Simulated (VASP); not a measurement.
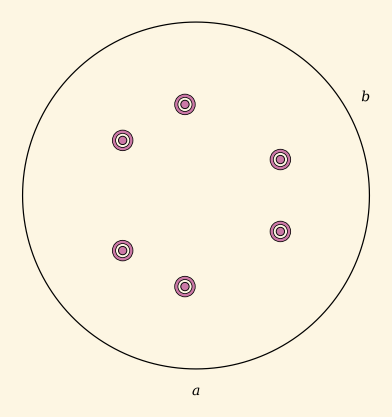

Stereographic projection: filled dots lie in the upper hemisphere, open rings in the lower. The c axis points at the viewer. The poles are all faces of one general form. Computed from the symmetry operations of a computed or model structure of composition WC.

Q: Identify the point group and its elements.

A: -6m2 (D3h), order 12, hexagonal system: one −6 axis, three twofold axes, four mirror planes.

Q: Which physical properties does it allow?

A: It is not centrosymmetric; not polar, but piezoelectricity is allowed; it is not chiral.
